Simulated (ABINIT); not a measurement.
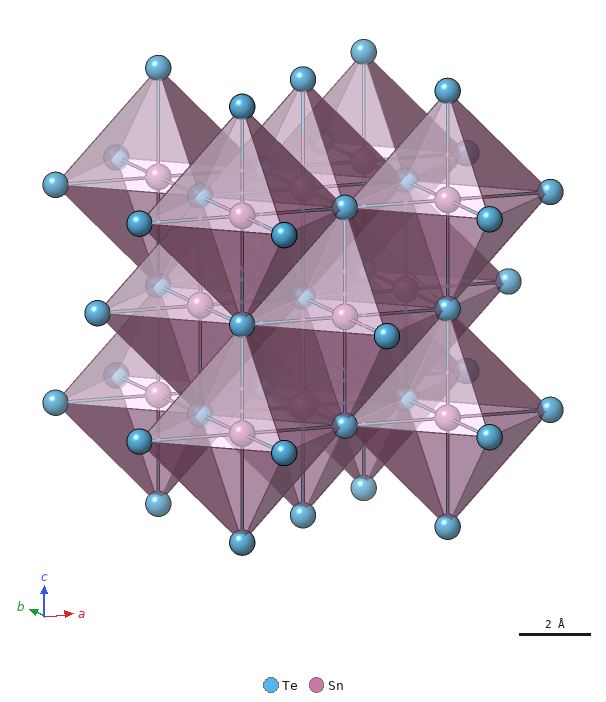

Fig. 1: The structure (polyhedral view of the cell 4 times as large as that of the calculation, set on its symmetry axes, seen slightly off an axis; polyhedra are completed across the faces of the cell).

**Effective mass calculation of SnTe (part 1 of 3)**

System: SnTe (2 atoms in the cell).
Method: Kohn-Sham DFT of a periodic cell, PBE, spin-orbit coupling, JTH PAW PBE v2.0, no spin polarisation (ABINIT 10.8.3).

The structure derives from an entry of the Crystallography Open Database.

The program's output:
```
.Version 10.8.3 of ABINIT
 DATASET    1 : space group F4 3 2 (#209); Bravais cF (face-center cubic)
================================================================================
 Values of the parameters that define the memory need for DATASET  1.
     intxc =       0    ionmov =       0      iscf =      17    lmnmax =      18
     lnmax =       6     mgfft =      32  mpssoang =       3    mqgrid =    3001
     natom =       2  nloc_mem =       2    nspden =       1   nspinor =       2
    nsppol =       1      nsym =      24    n1xccc =       1    ntypat =       2
    occopt =       1   xclevel =       2
       mpw =        1307          nfft =       32768          nkpt =          10
 PAW method is used; the additional fine FFT grid is defined by:
   mgfftf=        45    nfftf =     91125
================================================================================
================================================================================

 DATASET    2 : space group F4 3 2 (#209); Bravais cF (face-center cubic)
================================================================================
 Values of the parameters that define the memory need for DATASET  2.
     intxc =       0    ionmov =       0      iscf =      -2    lmnmax =      18
     lnmax =       6     mgfft =      32  mpssoang =       3    mqgrid =    3001
     natom =       2  nloc_mem =       2    nspden =       1   nspinor =       2
    nsppol =       1      nsym =      24    n1xccc =       1    ntypat =       2
    occopt =       1   xclevel =       2
       mpw =        1301          nfft =       32768          nkpt =           2
 PAW method is used; the additional fine FFT grid is defined by:
   mgfftf=        45    nfftf =     91125
================================================================================
================================================================================

 DATASET    3 : space group F4 3 2 (#209); Bravais cF (face-center cubic)
================================================================================
 Values of the parameters that define the memory need for DATASET  3 (RF).
     intxc =       0      iscf =      -3    lmnmax =      18     lnmax =       6
     mgfft =      32  mpssoang =       3    mqgrid =    3001     natom =       2
  nloc_mem =       2    nspden =       1   nspinor =       2    nsppol =       1
      nsym =      24    n1xccc =       1    ntypat =       2    occopt =       1
   xclevel =       2
      nfft =       32768          nkpt =           2
================================================================================
================================================================================

--------------------------------------------------------------------------------
------------- Echo of variables that govern the present computation ------------
--------------------------------------------------------------------------------
 -outvars: echo values of preprocessed input variables --------
            acell      1.8897261259E+00  1.8897261259E+00  1.8897261259E+00 Bohr
              amu      1.27600000E+02  1.18710000E+02
           diemac      6.00000000E+00
             ecut      1.60000000E+01 Hartree
           getden1          0
           getden2          1
           getden3          1
           getwfk1          0
           getwfk2          0
           getwfk3          2
             iscf1         17
             iscf2         -2
             iscf3         -3
              ixc          11
           jdtset        1    2    3
           kptopt1          4
           kptopt2          0
           kptopt3          0
         kptrlatt        5    0    0      0    5    0      0    0    5
          kptrlen1     4.21028600E+01
          kptrlen2     3.00000000E+01
          kptrlen3     3.00000000E+01
            natom           2
            nband1         20
            nband2         26
            nband3         26
           nbdbuf1          0
           nbdbuf2          2
           nbdbuf3          2
           ndtset           3
            ngfft          32      32      32
          ngfftdg          45      45      45
             nkpt1         10
             nkpt2          2
             nkpt3          2
             nqpt1          0
             nqpt2          0
             nqpt3          1
          nspinor           2
            nstep1         80
            nstep2        200
            nstep3        200
             nsym          24
           ntypat           2
        optdriver1          0
        optdriver2          0
        optdriver3          1
        pawcpxocc           2
        pawecutdg      3.20000000E+01 Hartree
        pawspnorb           1
         pawxcdev           0
           prtden1          1
           prtden2          1
           prtden3          0
        prtebands           0
           prteig           0
            prtwf1          0
            prtwf2          1
            prtwf3          0
           rfelfd1          0
           rfelfd2          0
           rfelfd3          2
            rprim      0.0000000000E+00  3.1508500000E+00  3.1508500000E+00
                       3.1508500000E+00  0.0000000000E+00  3.1508500000E+00
                       3.1508500000E+00  3.1508500000E+00  0.0000000000E+00
           shiftk1     0.00000000E+00  0.00000000E+00  0.00000000E+00
           shiftk2     5.00000000E-01  5.00000000E-01  5.00000000E-01
           shiftk3     5.00000000E-01  5.00000000E-01  5.00000000E-01
          spgroup         209
           tolvrs1     1.00000000E-11
           tolvrs2     0.00000000E+00
           tolvrs3     0.00000000E+00
           tolwfr1     0.00000000E+00
           tolwfr2     1.00000000E-20
           tolwfr3     1.00000000E-20
            typat      1  2
           useylm           1
           xangst      3.1508500000E+00  3.1508500000E+00  3.1508500000E+00
                       0.0000000000E+00  0.0000000000E+00  0.0000000000E+00
            xcart      5.9542435638E+00  5.9542435638E+00  5.9542435638E+00
                       0.0000000000E+00  0.0000000000E+00  0.0000000000E+00
             xred      5.0000000000E-01  5.0000000000E-01  5.0000000000E-01
                       0.0000000000E+00  0.0000000000E+00  0.0000000000E+00
            znucl       52.00000   50.00000

================================================================================

 chkinp: Checking input parameters for consistency, jdtset=   1.

 chkinp: Checking input parameters for consistency, jdtset=   2.

 chkinp: Checking input parameters for consistency, jdtset=   3.

================================================================================
== DATASET  1 ==================================================================

--- !DatasetInfo
iteration_state: {dtset: 1, }
dimensions: {natom: 2, nkpt: 10, mband: 20, nsppol: 1, nspinor: 2, nspden: 1, mpw: 1307, }
cutoff_energies: {ecut:  16.0, pawecutdg:  32.0, }
electrons: {nelect:   2.00000000E+01, charge:   0.00000000E+00, occopt:   1.00000000E+00, tsmear:   1.00000000E-02, }
meta: {optdriver: 0, ionmov: 0, optcell: 0, iscf: 17, paral_kgb: 0, }
...

 Exchange-correlation functional for the present dataset will be:
  GGA: Perdew-Burke-Ernzerhof functional - ixc=11
  J.P.Perdew, K.Burke, M.Ernzerhof, PRL 77, 3865 (1996)

 Real(R)+Recip(G) space primitive vectors, cartesian coordinates (Bohr,Bohr^-1):
 R(1)=  0.0000000  5.9542436  5.9542436  G(1)= -0.0839737  0.0839737  0.0839737
 R(2)=  5.9542436  0.0000000  5.9542436  G(2)=  0.0839737 -0.0839737  0.0839737
 R(3)=  5.9542436  5.9542436  0.0000000  G(3)=  0.0839737  0.0839737 -0.0839737
 Unit cell volume ucvol=  4.2219179E+02 bohr^3
 Angles (23,13,12)=  6.00000000E+01  6.00000000E+01  6.00000000E+01 degrees

 Coarse grid specifications (used for wave-functions):

 getcut: wavevector=  0.0000  0.0000  0.0000  ngfft=  32  32  32
         ecut(hartree)=     16.000   => boxcut(ratio)=   2.11049

 Fine grid specifications (used for densities):

 getcut: wavevector=  0.0000  0.0000  0.0000  ngfft=  45  45  45
         ecut(hartree)=     32.000   => boxcut(ratio)=   2.05197

--- Pseudopotential description ------------------------------------------------
- pspini: atom type   1  psp file is ./Te.GGA_PBE-JTH.xml
 Pseudopotential format is: paw10
 basis_size (lnmax)=  4 (lmn_size=  8), orbitals=   0   0   1   1
 Spheres core radius: rc_sph= 2.31107438
 Shapefunction is SIN type: shapef(r)=[sin(pi*r/rshp)/(pi*r/rshp)]**2
 Radius for shape functions =  2.10488624
 Compensation charge density is not taken into account in XC energy/potential

- pspini: atom type   2  psp file is ./Sn.GGA_PBE-JTH.xml
 Pseudopotential format is: paw10
 basis_size (lnmax)=  6 (lmn_size= 18), orbitals=   0   0   1   1   2   2
 Spheres core radius: rc_sph= 2.51086398
 Shapefunction is BESSEL type: shapef(r,l)=aa(1,l)*jl(q(1,l)*r)+aa(2,l)*jl(q(2,l)*r)
 Radius for shape functions =  1.40702157
 Compensation charge density is not taken into account in XC energy/potential

   2.71771569E+03                                ecore*ucvol(ha*bohr**3)
--------------------------------------------------------------------------------

================================================================================

--- !BeginCycle
iteration_state: {dtset: 1, }
solver: {iscf: 17, nstep: 80, nline: 4, wfoptalg: 10, }
tolerances: {tolvrs: 1.00E-11, }
...

     iter   Etot(hartree)      deltaE(h)  residm     nres2
 ETOT  1  -77.923910845126    -7.792E+01 2.076E-01 3.081E-01
 ETOT  2  -78.058832856417    -1.349E-01 8.709E-03 1.900E-01
 ETOT  3  -78.059444255957    -6.114E-04 3.142E-03 5.040E-02
 ETOT  4  -78.059894059547    -4.498E-04 1.013E-03 2.225E-03
 ETOT  5  -78.060167635172    -2.736E-04 9.340E-04 3.184E-04
 ETOT  6  -78.060282736074    -1.151E-04 2.523E-04 6.441E-05
 ETOT  7  -78.060333594434    -5.086E-05 2.023E-04 3.641E-06
 ETOT  8  -78.060355998584    -2.240E-05 5.205E-05 1.069E-05
 ETOT  9  -78.060365693982    -9.695E-06 4.104E-05 1.471E-06
 ETOT 10  -78.060369984087    -4.290E-06 1.056E-05 1.700E-06
 ETOT 11  -78.060371861878    -1.878E-06 8.303E-06 6.330E-08
 ETOT 12  -78.060372697689    -8.358E-07 2.142E-06 4.823E-07
 ETOT 13  -78.060373067149    -3.695E-07 1.715E-06 1.436E-07
 ETOT 14  -78.060373231110    -1.640E-07 4.368E-07 2.085E-08
 ETOT 15  -78.060373304231    -7.312E-08 3.503E-07 1.496E-08
 ETOT 16  -78.060373336886    -3.265E-08 9.001E-08 1.910E-08
 ETOT 17  -78.060373351403    -1.452E-08 7.062E-08 2.967E-08
 ETOT 18  -78.060373357809    -6.406E-09 1.880E-08 5.645E-09
 ETOT 19  -78.060373360702    -2.893E-09 1.463E-08 9.467E-11
 ETOT 20  -78.060373362009    -1.307E-09 3.876E-09 2.250E-11
 ETOT 21  -78.060373362597    -5.879E-10 3.005E-09 1.906E-10
 ETOT 22  -78.060373362860    -2.624E-10 8.049E-10 3.899E-12

 At SCF step   22       nres2   =  3.90E-12 < tolvrs=  1.00E-11 =>converged.

 Cartesian components of stress tensor (hartree/bohr^3)
  sigma(1 1)= -6.31624196E-05  sigma(3 2)=  0.00000000E+00
  sigma(2 2)= -6.31624196E-05  sigma(3 1)=  0.00000000E+00
  sigma(3 3)= -6.31624196E-05  sigma(2 1)=  0.00000000E+00

--- !ResultsGS
iteration_state: {dtset: 1, }
comment   : Summary of ground state results
lattice_vectors:
- [  0.0000000,   5.9542436,   5.9542436, ]
- [  5.9542436,   0.0000000,   5.9542436, ]
- [  5.9542436,   5.9542436,   0.0000000, ]
lattice_lengths: [   8.42057,    8.42057,    8.42057, ]
lattice_angles: [ 60.000,  60.000,  60.000, ] # degrees, (23, 13, 12)
lattice_volume:   4.2219179E+02
convergence: {deltae: -2.624E-10, res2:  3.899E-12, residm:  8.049E-10, diffor: null, }
etotal    :  -7.80603734E+01
entropy   :   0.00000000E+00
fermie    :  -3.97528514E-02
cartesian_stress_tensor: # hartree/bohr^3
- [ -6.31624196E-05,   0.00000000E+00,   0.00000000E+00, ]
- [  0.00000000E+00,  -6.31624196E-05,   0.00000000E+00, ]
- [  0.00000000E+00,   0.00000000E+00,  -6.31624196E-05, ]
pressure_GPa:   1.8583E+00
xred      :
- [  5.0000E-01,   5.0000E-01,   5.0000E-01, Te]
- [  0.0000E+00,   0.0000E+00,   0.0000E+00, Sn]
cartesian_forces: # hartree/bohr
- [ -0.00000000E+00,  -0.00000000E+00,  -0.00000000E+00, ]
- [ -0.00000000E+00,  -0.00000000E+00,  -0.00000000E+00, ]
force_length_stats: {min:   0.00000000E+00, max:   0.00000000E+00, mean:   0.00000000E+00, }
...

 Integrated electronic density in atomic spheres:
 ------------------------------------------------
 Atom  Sphere_radius  Integrated_density
    1        2.31107          3.15057784
    2        2.51086         11.80683402

================================================================================

 ----iterations are completed or convergence reached----

 Mean square residual over all n,k,spin=   59.701E-13; max=  80.495E-11
 reduced coordinates (array xred) for    2 atoms
       0.500000000000      0.500000000000      0.500000000000
       0.000000000000      0.000000000000      0.000000000000
 rms dE/dt=  0.0000E+00; max dE/dt=  0.0000E+00; dE/dt below (all hartree)
    1       0.000000000000      0.000000000000      0.000000000000
    2       0.000000000000      0.000000000000      0.000000000000

 cartesian coordinates (angstrom) at end:
    1      3.15085000000000     3.15085000000000     3.15085000000000
    2      0.00000000000000     0.00000000000000     0.00000000000000

 cartesian forces (hartree/bohr) at end:
    1     -0.00000000000000    -0.00000000000000    -0.00000000000000
    2     -0.00000000000000    -0.00000000000000    -0.00000000000000
 frms,max,avg= 0.0000000E+00 0.0000000E+00   0.000E+00  0.000E+00  0.000E+00 h/b

 cartesian forces (eV/Angstrom) at end:
    1     -0.00000000000000    -0.00000000000000    -0.00000000000000
    2     -0.00000000000000    -0.00000000000000    -0.00000000000000
 frms,max,avg= 0.0000000E+00 0.0000000E+00   0.000E+00  0.000E+00  0.000E+00 e/A
 length scales=  1.889726125908  1.889726125908  1.889726125908 bohr
              =  1.000000000000  1.000000000000  1.000000000000 angstroms
 Fermi (or HOMO) energy (hartree) =  -0.03975   Average Vxc (hartree)=  -0.34911
 Eigenvalues (hartree) for nkpt=  10  k points:
 kpt#   1, nband= 20, wtk=  0.00800, kpt=  0.0000  0.0000  0.0000 (reduced coord)
  -0.85528   -0.85528   -0.85528   -0.85528   -0.81729   -0.81729   -0.81729   -0.81729
  -0.81720   -0.81720   -0.49910   -0.49910   -0.20073   -0.20073   -0.12755   -0.12755
  -0.09750   -0.09750   -0.09750   -0.09750
 prteigrs : prtvol=0 or 1, do not print more k-points.

--- !EnergyTerms
iteration_state     : {dtset: 1, }
comment             : Components of total free energy in Hartree
kinetic             :  1.41580934001496E+01
hartree             :  2.91122961003306E+01
xc                  : -1.09539534521123E+01
Ewald energy        : -5.23476707194703E+01
psp_core            :  6.43715902811537E+00
local_psp           : -7.88147839655224E+01
PAW spherical_terms :  1.43484859231596E+01
total_energy        : -7.80603736853499E+01
total_energy_eV     : -2.12413097885767E+03
...

--- !EnergyTermsDC
iteration_state     : {dtset: 1, }
comment             : '"Double-counting" decomposition of free energy'
band_energy         : -1.06126803897022E+01
Ewald energy        : -5.23476707194703E+01
psp_core            :  6.43715902811537E+00
xc_dc               : -3.24794562937062E+01
PAW spherical_terms :  1.09422750119038E+01
total_energy_dc     : -7.80603733628595E+01
total_energy_dc_eV  : -2.12413097008226E+03
...

--- !EnergyTermsWithPAWCore
iteration_state     : {dtset: 1, }
comment             : 'Components of total free energy, including PAW core contributions'
Total energy        : -1.29719608190517E+04
Total energy DC     : -1.29719608187292E+04
Total energy (eV)   : -3.52985036214948E+05
Total energy DC (eV): -3.52985036206172E+05
...

 Cartesian components of stress tensor (hartree/bohr^3)
  sigma(1 1)= -6.31624196E-05  sigma(3 2)=  0.00000000E+00
  sigma(2 2)= -6.31624196E-05  sigma(3 1)=  0.00000000E+00
  sigma(3 3)= -6.31624196E-05  sigma(2 1)=  0.00000000E+00

-Cartesian components of stress tensor (GPa)         [Pressure=  1.8583E+00 GPa]
- sigma(1 1)= -1.85830254E+00  sigma(3 2)=  0.00000000E+00
- sigma(2 2)= -1.85830254E+00  sigma(3 1)=  0.00000000E+00
- sigma(3 3)= -1.85830254E+00  sigma(2 1)=  0.00000000E+00

================================================================================
== DATASET  2 ==================================================================

--- !DatasetInfo
iteration_state: {dtset: 2, }
dimensions: {natom: 2, nkpt: 2, mband: 26, nsppol: 1, nspinor: 2, nspden: 1, mpw: 1301, }
cutoff_energies: {ecut:  16.0, pawecutdg:  32.0, }
electrons: {nelect:   2.00000000E+01, charge:   0.00000000E+00, occopt:   1.00000000E+00, tsmear:   1.00000000E-02, }
meta: {optdriver: 0, ionmov: 0, optcell: 0, iscf: -2, paral_kgb: 0, }
...

 mkfilename : getden/=0, take file _DEN from output of DATASET   1.

 Exchange-correlation functional for the present dataset will be:
  GGA: Perdew-Burke-Ernzerhof functional - ixc=11
  J.P.Perdew, K.Burke, M.Ernzerhof, PRL 77, 3865 (1996)

 Real(R)+Recip(G) space primitive vectors, cartesian coordinates (Bohr,Bohr^-1):
 R(1)=  0.0000000  5.9542436  5.9542436  G(1)= -0.0839737  0.0839737  0.0839737
 R(2)=  5.9542436  0.0000000  5.9542436  G(2)=  0.0839737 -0.0839737  0.0839737
 R(3)=  5.9542436  5.9542436  0.0000000  G(3)=  0.0839737  0.0839737 -0.0839737
 Unit cell volume ucvol=  4.2219179E+02 bohr^3
 Angles (23,13,12)=  6.00000000E+01  6.00000000E+01  6.00000000E+01 degrees

 Coarse grid specifications (used for wave-functions):

 getcut: wavevector=  0.0000  0.0000  0.0000  ngfft=  32  32  32
         ecut(hartree)=     16.000   => boxcut(ratio)=   2.11049

 Fine grid specifications (used for densities):
```
